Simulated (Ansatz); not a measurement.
# Be2H3I (built on the sites of a database entry of Sr2H3I): following an unstable mode, part 3 of 3

Wanted: the energy along a soft mode of Be2H3I (built on the sites of a database entry of Sr2H3I) and the structure at the end.

Ansatz 0.2.0; DFT PBEsol, scalar-relativistic, plane waves, PAW.

So far. Step 5 (Energy along the mode, all amplitudes (two of the runs …): The lowest of the steps tried is the last one, at 0.6 Å, 168 meV/atom below the parent; the bottom of the well need not coincide with a step. Step 7 (The new phase in its own primitive cell): The largest force component left is 0.25 meV/Å and the pressure is -0.001 GPa, within the tolerances set. The cell now holds 13.34 Å³/atom.

The structure was built from a prototype and need not be the compound's stable phase.

## 8. Modes of the new phase, k-mesh 6×6×4, occupations fixed

A relaxed structure may still be a saddle point, so its zone-centre modes are computed. The response to a homogeneous field gives the Born charges and the dielectric tensor, and its change with displacement the Raman tensors.

input.yaml reads:

```yaml
crystal:
  lattice:
    - [3.6137010589, -2.0767876877, -0.0022415526]
    - [3.6137010589, 2.0767876877, -0.0022415526]
    - [-3.1151027834, 0.0, 5.3341050166]
  atoms:
    - { symbol: Be, position: [0.4752183775, 0.8030075928, 0.4186716978] }
    - { symbol: Be, position: [0.1969924072, 0.5247816225, 0.5813283022] }
    - { symbol: H, position: [0.2085392332, 0.7914607668, 0.5] }
    - { symbol: H, position: [0.8356792958, 0.4734157255, 0.4332926917] }
    - { symbol: H, position: [0.5265842745, 0.1643207042, 0.5667073083] }
    - { symbol: I, position: [0.1310734685, 0.8689265315, 0.0] }
kpoints:
  mp_grid: { grid: [6, 6, 4] }
hamiltonian:
  xc: pbesol
scf:
  occupations: { method: fixed }
output:
  eigenvalues: true
phonons:
  method: dfpt
  dielectric: true
  rigid_motions: translations
  raman: true
```

Run with:

```bash
$ ansatz run input.yaml --threads 4 --pin off --max-ram 7168MiB --backend cpu --events-out ev --progress --plain --runs-dir out
```

Numbers of over 12 decimals in the logs are rounded to 6 here.

What it wrote:

```text
[...]
Crystal: 6 atoms, lattice volume = 80.035 Å³
Basis set: ecut = 420 eV, 1551 PW (Γ), exchange–correlation on 60×60×90 points (8 copies of the dense FFT grid, shifted against one another)
Bands: 18, of which v1, the nominal top of the filled ones, is band 12 counted from 1 (11 counted from 0)
Symmetry: 2 space group operations
k-points: 76 of 144 (irreducible under 1 space group operation, time reversal used)
[...]
SCF iter   1: F=—  HF=-7660.631089 eV  |F-HF|=—  |Δ(HF+E_count)|=         —  Δρ=7.15e-3  dr2=6.59e-2  ethr=1.77e-3  ⟨swp⟩=6.9  Hψ=7200  notcnv=0  defer=304
[...]
SCF iter   8: F=-7660.603654 eV  HF=-7660.603654 eV  |F-HF|=5.46e-12  |Δ(HF+E_count)|=  1.09e-11  Δρ=2.56e-7  dr2=4.56e-11  ethr=1.00e-12  ⟨swp⟩=14.3  Hψ=10376  notcnv=0
SCF 1 converged in 8 iterations: F = -7660.603654 eV  dr2 = 4.56e-11
[...]
NSCF: frozen V_eff on 3 k-points
DFPT response loops at Γ: preconditioner auto → Resta (q_TF=auto, 2.232 Å⁻¹)  ε∞=4.6 (no band partly filled); β = 1.00, the filter's whole step (`scf.mixing.beta` (0.50) is not read by the response loops at its default; to damp them type it under 1.00, their step now; it binds the ground state too); Broyden in place of MSR1
── the response to a field inside a basis, on 12×12×8 k-points: an SCF that follows is theirs, and a resumed run solves both again ──
Bands: 13, of which v1, the nominal top of the filled ones, is band 12 counted from 1 (11 counted from 0)
k-points: 312 of 1152 (time reversal used)
[...]
Eigensolver: Dense (312 Hₖ)
SCF iter   1: F=—  HF=-7660.602950 eV  |F-HF|=—  |Δ(HF+E_count)|=         —  Δρ=1.30e-4  dr2=2.93e-6  ethr=1.00e-1
[...]
SCF iter   5: F=-7660.602955 eV  HF=-7660.602955 eV  |F-HF|=1.18e-11  |Δ(HF+E_count)|=  3.39e-10  Δρ=1.90e-7  dr2=2.22e-11  ethr=4.69e-12
SCF 1 converged in 5 iterations: F = -7660.602955 eV  dr2 = 2.22e-11
[...]
WARN: field response: ε∞ stands inside a basis, on 12×12×8 points; the force constants stand on the 6×6×4 k-mesh, whose period is 13.88 times the interband length at k = (0.0000, 0.0000, -0.5000), direct gap 2.779 eV, under 14: take them and everything formed from them as unconverged, and compare with a denser kpoints.mp_grid
SCF converged after 8 iterations
Free energy (F): -7660.603654 eV
[...]
Internal energy: -7660.603654 eV  (E = F + TS)
E sigma→0 (E₀):  -7660.603654 eV
Fermi energy:    3.299787 eV
[...]
--- Band table (eV; the first three rows and the last of 76) ---
  k-point 0: bands = [... 8 lower, 0.6419, 0.9518, 2.6416, 2.9588, 7.4895, 7.5076, 9.1090, 9.9039, ... 2 higher]
  k-point 1: bands = [... 8 lower, 0.6653, 0.9101, 2.6123, 3.1184, 7.2518, 7.7469, 7.9590, 9.5163, ... 2 higher]
  k-point 2: bands = [... 8 lower, 0.7965, 1.4112, 2.5837, 3.2998, 6.0788, 7.4092, 8.0110, 9.5386, ... 2 higher]
  k-point 75: bands = [... 8 lower, -0.2406, 0.1339, 1.4471, 2.0923, 6.6333, 6.8596, 8.2958, 11.0714, ... 2 higher]
--- Phonons (Γ-DFPT): 12 representative perturbations + reference, on 76 of 144 k-points (Σ response iterations 37) ---
  k mesh reduced under 1 symmetry operation, with k and −k counted as one. Each operation leaves every solved perturbation unchanged. A smaller set is not considered because the run solves the response to a homogeneous field
  ASR residual: 9.672e-5 → 0.000e0 eV/Å²; symmetrization residual: 2.711e-6 eV/Å²
  ASR residual per site (eV/Å²): 2.73e-5 2.73e-5 4.78e-5 4.32e-5 4.32e-5 9.67e-5
[...]
ε∞ (high-frequency dielectric tensor):
        3.598639     0.000000    -0.105099
        0.000000     3.940666     0.000000
       -0.105099     0.000000     5.087946
  softest optical mode at Γ: -78.69 cm⁻¹; the repairs (sum rule, projections) moved no ω² at Γ by more than (5.55 cm⁻¹)²
  Born effective charges Z* (e; rows j = field, columns β = displacement):
    site 0:
         1.12853   -0.20328   -0.12207
         0.19492    1.21964   -0.22184
        -0.18473   -0.43845    2.00148
    site 1:
         1.12853    0.20328   -0.12207
        -0.19492    1.21964    0.22184
        -0.18473    0.43845    2.00148
    site 2:
        -1.06034    0.00000    0.33648
         0.00000   -0.40319   -0.00000
         0.43120   -0.00000   -0.63842
    site 3:
        -0.44197    0.18833   -0.11373
         0.19450   -0.83370    0.15768
        -0.11575    0.20307   -0.69437
    site 4:
        -0.44197   -0.18833   -0.11373
        -0.19450   -0.83370   -0.15768
        -0.11575   -0.20307   -0.69437
    site 5:
        -0.31278   -0.00000    0.13513
        -0.00000   -0.36869   -0.00000
         0.16976   -0.00000   -1.97579
  Z* charge neutrality: 9.244e-4 e pre-enforcement
  solved inside a basis spanned on kpoints, on 12×12×8 k-points: ε∞ is read to err by 1.3e-2, Z* by 1.8e-2 e (field_mesh: kpoints solves on kpoints); Z* is corrected for what the basis lacks
  Raman tensors (in the event stream and the table raman_tensors.tsv): an entry may err by 8.6e-3 Å², one of the second-order susceptibility by 6.5e-3 pm/V (basis, points and sum rule); their sum over the sites missed zero by 1.849e-4 Å² ahead of its enforcement
  optical modes at Γ without the LO–TO term, one row a degenerate level:
      ω (cm⁻¹)  modes    IR ((D/Å)²/amu)  static Raman (Å⁴/amu)  depolarisation
        -78.69      1             0.0614                 3.0270           0.750
        172.60      1             0.0362                 5.7496           0.318
        329.67      1            12.7624                54.5305           0.750
        418.44      1             4.0420                18.9952           0.750
        434.88      1             0.9095                16.9581           0.744
        445.42      1             1.1652               728.1838           0.166
        476.25      1             3.6798                 6.7052           0.750
        579.06      1             0.0000                85.8574           0.747
        638.27      1            17.9470                17.5007           0.750
        987.80      1             1.1487               858.7525           0.009
       1193.98      1             8.6999               770.4461           0.174
       1298.52      1            10.5190                32.3553           0.750
       1868.70      1            17.8206               105.2563           0.750
       1891.40      1            34.5345               227.5801           0.732
       2025.65      1            40.0186                44.1050           0.750
  optical modes at Γ + LO–TO along q̂ = [1.0000, 0.0000, 0.0000]:
      ω (cm⁻¹)  modes    IR ((D/Å)²/amu)  static Raman (Å⁴/amu)  depolarisation
        -77.76      1             0.0645                 2.8505           0.750
        172.60      1             0.0362                 5.7496           0.318
        334.01      1            12.6774                60.3645           0.750
        425.21      1             3.8605                12.0800           0.750
        434.88      1             0.9095                16.9581           0.744
        445.42      1             1.1652               728.1838           0.166
        477.17      1             3.3219                 6.4265           0.750
        579.06      1             0.0000                85.8574           0.747
        646.56      1            18.1865                21.9060           0.750
        987.80      1             1.1487               858.7525           0.009
       1193.98      1             8.6999               770.4461           0.174
       1313.11      1             9.2623                36.2247           0.750
       1879.28      1            17.2486                75.9323           0.750
       1891.40      1            34.5345               227.5801           0.732
       2085.23      1            42.2290                35.9251           0.750
  optical modes at Γ + LO–TO along q̂ = [0.0000, 1.0000, 0.0000]:
      ω (cm⁻¹)  modes    IR ((D/Å)²/amu)  static Raman (Å⁴/amu)  depolarisation
        -78.69      1             0.0614                 3.0270           0.750
        173.18      1             0.0251                 5.8008           0.371
        329.67      1            12.7624                54.5305           0.750
        418.44      1             4.0420                18.9952           0.750
        437.93      1             0.1407               167.1407           0.260
        456.29      1             1.4934               576.5070           0.144
        476.25      1             3.6798                 6.7052           0.750
        579.06      1             0.0000                85.8504           0.747
        638.27      1            17.9470                17.5007           0.750
        991.06      1             0.7901               927.4879           0.009
[...]
optical modes at Γ + LO–TO along q̂ = [0.0000, 0.0000, 1.0000]:
      ω (cm⁻¹)  modes    IR ((D/Å)²/amu)  static Raman (Å⁴/amu)  depolarisation
[...]
434.88      1             0.9095                16.9581           0.744
        435.44      1             2.5950                31.1656           0.750
        445.42      1             1.1652               728.1838           0.166
        497.69      1             3.6267                 3.2205           0.750
        579.06      1             0.0000                85.8574           0.747
        719.08      1            25.8715                28.0472           0.750
        987.80      1             1.1487               858.7525           0.009
       1193.98      1             8.6999               770.4461           0.174
       1308.99      1            11.1721                28.7030           0.750
       1883.09      1            20.3036                93.5352           0.750
       1891.40      1            34.5345               227.5801           0.732
       2040.24      1            40.3051                52.2482           0.750
```

Elapsed: 7.1 min, on 4 threads of Arm Neoverse V1, shared host; peak memory 2.6 GiB.

Numbers from this step:

```
sum-rule residual before enforcement                    : 9.67e-5 eV/Å²
miss of the charge sum rule                             : 9.24e-4 e
estimated error of the dielectric tensor                : 0.01308
estimated error of the Born charges                     : 0.01811 e
point group                                             : 2
highest optical mode at the zone centre (no LO-TO term) : 2026 cm⁻¹
lowest optical zone-centre mode                         : -78.69 cm⁻¹
mean high-frequency dielectric constant                 : 4.209
largest Born charge (third of the trace)                : 1.450 e
top of the zone-centre spectrum with the field          : 2085 cm⁻¹
```

Patterns of degenerate modes are one choice out of their space. Modes at Γ, with each element's share of the kinetic energy (negative means imaginary):

```tsv
mode	frequency (cm⁻¹)	symmetry	Be %	H %	I %
1	-78.7	B	67	20	14
2	0.0	acoustic	12	2	86
3	0.0	acoustic	12	2	86
4	0.0	acoustic	12	2	86
5	172.6	A	73	14	13
6	329.7	B	83	4	13
7	418.4	B	33	67	1
8	434.9	A	80	20	0
9	445.4	A	94	5	1
10	476.2	B	68	32	0
11	579.1	A	9	91	0
12	638.3	B	4	95	1
13	987.8	A	10	90	0
14	1194.0	A	14	86	0
15	1298.5	B	14	86	0
16	1868.7	B	3	97	0
17	1891.4	A	7	93	0
18	2025.7	B	5	95	0
```

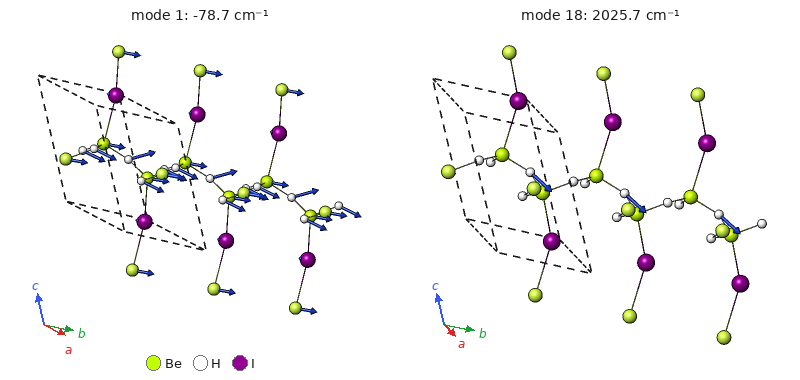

Displacement patterns of modes 1 and 18 at Γ; arrows are exaggerated. 1×3×1 cells are drawn. Some periodic images of atoms are drawn too.

Optical modes at the zone centre, without and with the macroscopic field of the longitudinal modes; each column is sorted by frequency, so a row need not hold one and the same mode. Modes with and without the field, by row:

```tsv
rank among optical modes	no field (cm⁻¹)	q along (1, 0, 0) (cm⁻¹)	q along (0, 1, 0) (cm⁻¹)	q along (0, 0, 1) (cm⁻¹)
1	-78.7	-77.8	-78.7	-78
2	172.6	172.6	173.2	172.6
3	329.7	334	329.7	374.1
4	418.4	425.2	418.4	434.9
5	434.9	434.9	437.9	435.4
6	445.4	445.4	456.3	445.4
7	476.2	477.2	476.2	497.7
8	579.1	579.1	579.1	579.1
9	638.3	646.6	638.3	719.1
10	987.8	987.8	991.1	987.8
11	1194	1194	1216	1194
12	1298	1313	1298	1309
13	1869	1879	1869	1883
14	1891	1891	1954	1891
15	2026	2085	2026	2040
```

Born charge (rows field, columns displacement) (e), principal values of the symmetric part by kind of site:

```tsv
atom	atoms with these values	low	middle	high	mean
Be1	2	1.05	1.16	2.14	1.45
H3	1	-1.29	-0.41	-0.40	-0.70
H4	2	-1.04	-0.57	-0.36	-0.66
I6	1	-1.99	-0.37	-0.30	-0.89
```

In full for H3:

```
-1.06  0.00  0.34
 0.00 -0.40  0.00
 0.43  0.00 -0.64
```

High-frequency dielectric tensor:

```
 3.60  0.00 -0.11
 0.00  3.94  0.00
-0.11  0.00  5.09
```

Transverse modes; imaginary modes are left out. Lines of the infrared spectrum (strongest = 100):

```tsv
position (cm⁻¹)	label	relative intensity
173	A	0.1
330	B	32
418	B	10
435	A	2.3
445	A	2.9
476	B	9.2
579	A	0.0
638	B	45
988	A	2.9
1194	A	22
1298	B	26
1869	B	45
1891	A	86
2026	B	100
```

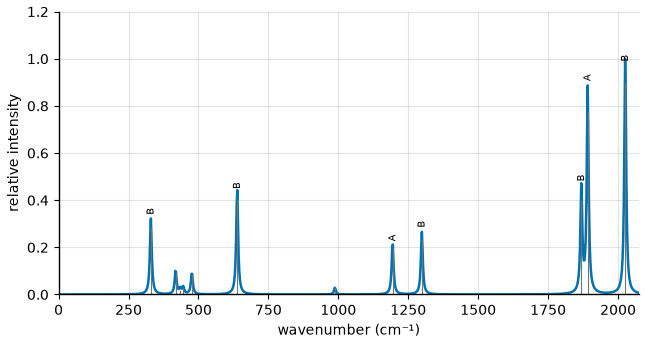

The infrared spectrum, broadened with Lorentzians of width 8 cm⁻¹; bars mark the lines.

Activity x (w_L - w)^4 (n + 1)/w, 532 nm, 300 K; imaginary modes are left out; modes without the macroscopic field alone. Lines of the Raman spectrum (strongest = 100):

```tsv
position (cm⁻¹)	label	relative intensity
173	A	3.4
330	B	12
418	B	2.9
435	A	2.4
445	A	100
476	B	0.8
579	A	8.3
638	B	1.5
988	A	42
1194	A	30
1298	B	1.1
1869	B	2.2
1891	A	4.7
2026	B	0.8
```

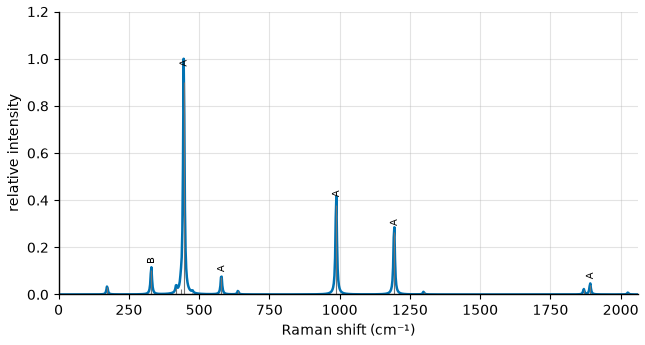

The Raman spectrum, broadened with Lorentzians of width 6 cm⁻¹; bars mark the lines.

Before it was imposed, the acoustic sum rule was missed by 9.7e-5 eV/Å² and the charge sum rule by 9.2e-4 e. Small misses are needed for a sound result but don't prove that mesh and cutoff are converged. The lowest optical mode is imaginary, 78.7i cm⁻¹, so the energy falls along it.

The log warns of the k mesh: “the force constants stand on the 6×6×4 k-mesh, whose period is 13.88 times the interband length at k = (0.0000, 0.0000, -0.5000), direct gap 2.779 eV, under 14: take them and everything formed from them as unconverged”.

## 9. Results

```yaml
unstable_mode_of_the_parent: q = (0, 0, 0), 1040i cm⁻¹
depth_at_the_lowest_point_sampled: 168 meV/atom
largest_atomic_shift_at_that_point: 0.6 Å
space_group_reached_within_0p01_a: C2
energy_gained_over_the_parent_first_relaxation_on_the_mesh_of_the_frozen_mode: 611 meV/atom
volume_per_atom_phase_reached: 13.3 Å³
gap_on_the_k_mesh_phase_reached: 2.78 eV
lowest_optical_zone_centre_mode_phase_reached: -78.7 cm⁻¹
highest_optical_mode_at_the_zone_centre_no_lo_to_term_phase_reached: 2026 cm⁻¹
```

In words: Along this mode the structure falls into C2, 611 meV/atom below the parent. At the parent's cell the well is 167.6 meV/atom deep on the steps tried, with its lowest point at a shift of 0.6 Å. That is the last step tried, so the steps alone don't bracket the bottom of the well. Relaxing atoms and cell changes the gain by +443.05 meV/atom against the lowest step (energies at zero smearing). Most of the total comes from this relaxation. The new phase still has an imaginary mode at the zone centre of its cell, so it is a saddle point on the way to a lower structure. Of the 3 patterns followed to their end from this parent, this one ends 25.2 meV/atom above the lowest, C2. Each path keeps the symmetry of its pattern, so a lower phase may lie along a pattern not tried. With the field response the log warns that the k mesh is coarse for the force constants too, so the frequencies may not be converged. With no gap, or one that is small against the smearing, the frequencies hang on the k mesh and the smearing, most of all near Kohn anomalies. Spin-orbit coupling is left out, which can matter for the heavy elements here. The starting cell was built on a prototype and not taken from a measurement, so the phase need not exist.

[Logs are printed without paths, hosts, clocks, repeated set-up lines and the standing remarks that a program may print on its own settings, such as how far it seeks lower states.]

[Hosts, paths, dates, database ids (printed as entryN), source tags and the programs' standing remarks are cut or masked in the printed files.]
